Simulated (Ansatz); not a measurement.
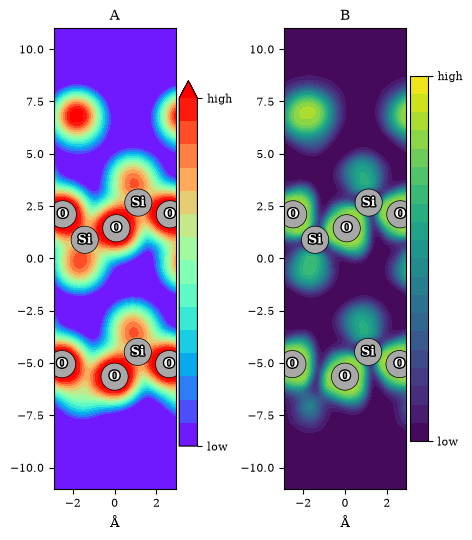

SiO2 (slab): 2 fields on the (100) plane of the calculation cell, a cut from vacuum to vacuum, with unlabelled colour scales. Grey discs cover the atomic cores.

All numbers below come from DFT PBE, scalar-relativistic, plane waves, PAW in Ansatz 0.2.0.

> The panels show electron localisation function and valence pseudo-density in some order. Assign them.

Panel A: valence pseudo-density. Panel B: electron localisation function. From the grid: Si–O (1.63 Å): ρ is about 1.2 e/Å³ halfway; the ELF peaks at about 0.85 between the atoms (a shared but strongly polarised pair).
